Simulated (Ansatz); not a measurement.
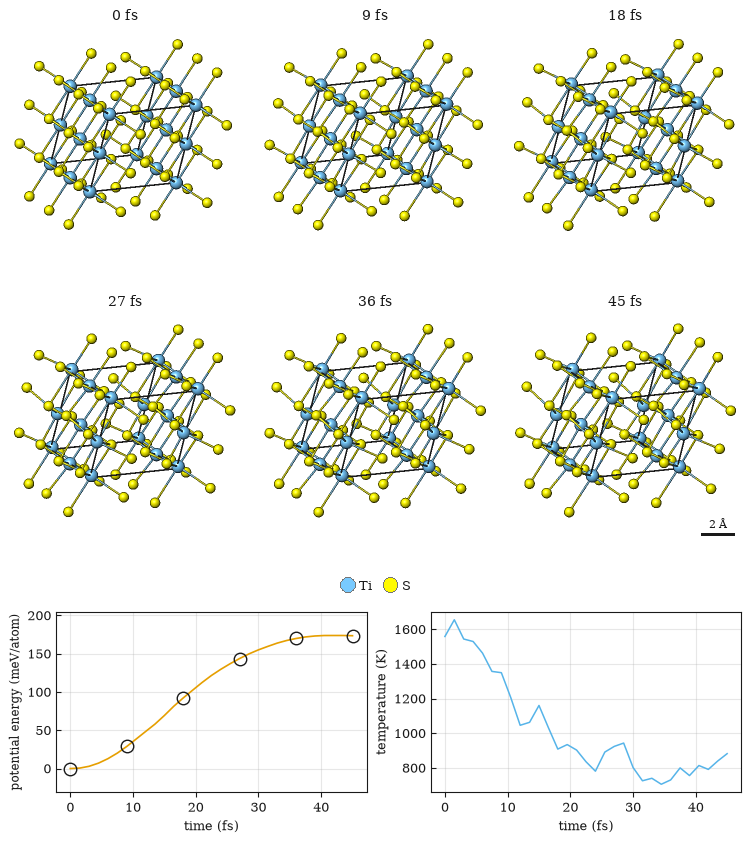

First-principles dynamics of a 12-atom cell of TiS₂ (built on the measured structure type), 45 fs long. Frames and the history of the run. A ball-and-stick model of the reduced simulation cell, seen slightly off an axis. Bonds to atoms that aren't drawn are left out. Lengths and directions refer to the drawn axes.

Level of theory: DFT, PBE, plane waves, PAW in Ansatz 0.2.0. Run with plane-wave cutoff 420 eV; k-point mesh 3 × 3 × 3; Fermi-Dirac smearing 0.146 eV; Langevin thermostat and barostat (NPT); set temperature 1700 K; time step 1.5 fs.

Input file:
```yaml
crystal:
  lattice:
    - [5.8961587158, -3.4108305092, 0.3697281176]
    - [5.8961587158, 3.4108305092, 0.3697281176]
    - [-0.3590130491, 0.0, 5.7303376496]
  atoms:
    - { symbol: Ti, position: [0.0, 0.0, 0.0] }
    - { symbol: S, position: [0.3333263071, 0.3333263071, 0.2447790112] }
    - { symbol: S, position: [0.1666736929, 0.1666736929, 0.7552209888] }
    - { symbol: Ti, position: [0.0, 0.5, 0.0] }
    - { symbol: S, position: [0.3333263071, 0.8333263071, 0.2447790112] }
    - { symbol: S, position: [0.1666736929, 0.6666736929, 0.7552209888] }
    - { symbol: Ti, position: [0.5, 0.0, 0.0] }
    - { symbol: S, position: [0.8333263071, 0.3333263071, 0.2447790112] }
    - { symbol: S, position: [0.6666736929, 0.1666736929, 0.7552209888] }
    - { symbol: Ti, position: [0.5, 0.5, 0.0] }
    - { symbol: S, position: [0.8333263071, 0.8333263071, 0.2447790112] }
    - { symbol: S, position: [0.6666736929, 0.6666736929, 0.7552209888] }
kpoints:
  mp_grid: { grid: [3, 3, 3] }
hamiltonian:
  xc: pbe
scf:
  occupations: { method: fermi_dirac, width: 0.146 }
md:
  ensemble: npt_langevin
  temperature: 1700
  timestep: 1.5
  n_steps: 30
  initial_velocities: maxwell_boltzmann
  seed: 9254
```

Run as
```bash
ansatz run input.yaml --threads 4 --pin off --max-ram 3686MiB --backend cpu --events-out ev --progress --plain --runs-dir out
```

Describe the run.

In the second half of the run the atoms are, in the root-mean-square, this far from where they began (common drift taken out): S 0.26 Å, Ti 0.21 Å. The run lasts only 45 fs, too short to tell vibration from diffusion. The mean temperature in the second half is 810 K (standard deviation 70 K). That is still far from the set 1700 K: the thermostat hasn't settled it within this run. The potential energy is still drifting at the end, so the run hasn't reached equilibrium. The potential energy in the second half lies on average 159 meV per atom above the first frame. The mean pressure there is 1.5 GPa. The volume ends +2.5 % from the start.

Limits of the set-up: layers or molecules are held without a dispersion correction, so their spacing is unreliable.

The run took 67 s on 4 threads of Intel(R) Xeon(R) 6975P-C (Granite Rapids), on a shared host, peak memory 0.86 GiB.
